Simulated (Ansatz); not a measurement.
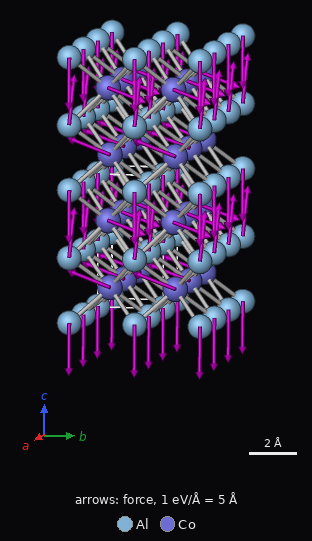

Starting geometry of a crystal of AlCo (set up in P1) with the computed forces as purple arrows. A ball-and-stick model of the cell of the calculation, repeated 3 × 2 × 2 with one cell outlined, seen slightly off an axis.

Case: a zone-boundary wave of random shape, sigma 0.02 Å; relaxed back.

All numbers below come from Ansatz 0.2.0, DFT PBE, scalar-relativistic, plane waves, PAW. Settings: plane-wave cutoff 420 eV; k-point mesh 12 × 12 × 6; occupations gaussian; smearing width 0.15 eV; no spin polarisation; cell and atoms relaxed; force threshold 0.01 eV/Å; at most 80 steps.

Q: What follows when this structure is relaxed?

A: It isn't relaxed: the largest force vector, on a Co atom, is 0.47 eV/Å. The atoms end up moving mostly along the starting forces (cosine between the two patterns 0.96). The largest moves, 0.049 Å, are those of Co atoms. By element the largest moves are Co 0.049 Å, Al 0.029 Å. The cell doesn't change. Near-neighbour distances that change, for instance: Al–Co 2.407 → 2.470 Å, Al–Co 2.532 → 2.470 Å, Al–Co 2.438 → 2.470 Å, Al–Co 2.498 → 2.470 Å. The space group (tolerance 0.01 Å) goes from P1 (No. 1) to Pm-3m (No. 221). After 3 accepted moves (4 points after the start) the energy has fallen by 8.6 meV per atom. The largest force component goes from 0.45 to 0.0002 eV/Å. Pressure: 0.37 GPa at the start and 0.00 GPa at the end. The SCF was repeated once at an unchanged geometry on a basis and grid sized afresh for the cell, which shifted the energy by less than 0.05 meV per atom at most. The run took 94 s on 1 thread of AMD EPYC 9R45 96-Core Processor (Zen 5), with other jobs on the host, peak memory 0.78 GiB.
